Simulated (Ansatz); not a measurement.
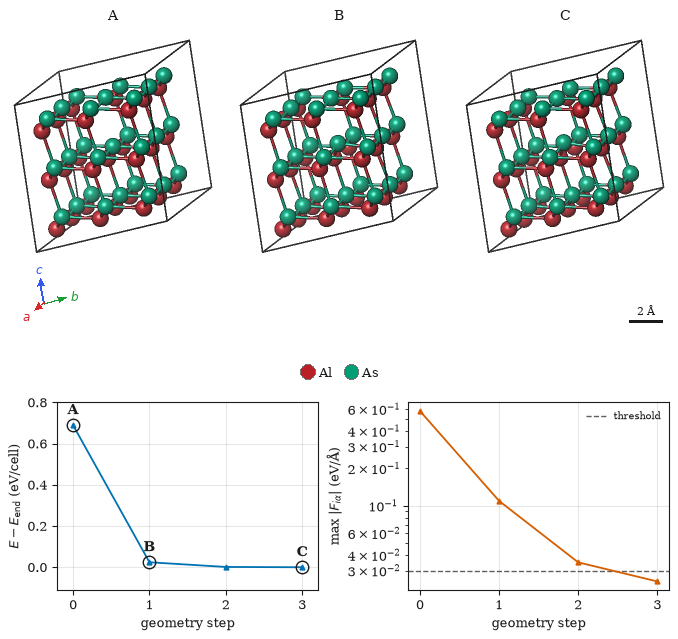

Frames of a relaxation of a defect cell of composition Al26As27 (cell charge −2), marked on the history of the run. The picture is a ball-and-stick view of the cell of the calculation (origin shifted), seen slightly off an axis.

Method: DFT, PBE, plane-wave PAW, default files, scalar-relativistic (Ansatz 0.2.0). Settings: plane-wave cutoff 420 eV; k-point mesh 2 × 2 × 2; occupations fermi dirac; smearing width 0.01 eV; collinear spin; atoms relaxed in a fixed cell; force threshold 0.03 eV/Å; at most 40 steps.

**Describe the path.**

Over 3 geometry steps the energy falls by 0.690 eV per cell of the calculation. Largest force component: 0.58 eV/Å at the start, 0.025 eV/Å at the end. The largest moves, 0.24 Å, are those of As atoms. By element the largest moves are As 0.24 Å, Al 0.10 Å. The cell stays as it was. Among the contacts that change: Al–As 2.451 → 2.476 Å, Al–As 2.451 → 2.440 Å. Among the angles between lasting bonds that change: As–Al–As 109.5° → 117.6°, Al–As–Al 109.5° → 103.5°, Al–As–Al 109.5° → 114.7°. From step 0 to 1: As atoms move most (0.19 Å), energy −0.666 eV per cell of the calculation. From step 1 to 3: As atoms move most (0.05 Å), energy −24.3 meV per cell of the calculation.

```json
{"step": "0", "E − E(0), meV/atom": "0.00", "largest force component, eV/Å": "0.5797"}
{"step": "1", "E − E(0), meV/atom": "-12.56", "largest force component, eV/Å": "0.1094"}
{"step": "2", "E − E(0), meV/atom": "-12.99", "largest force component, eV/Å": "0.0350"}
{"step": "3", "E − E(0), meV/atom": "-13.01", "largest force component, eV/Å": "0.0245"}
```

Limits of the set-up: the cell is charged, on a uniform background, and energies carry no finite-size correction.
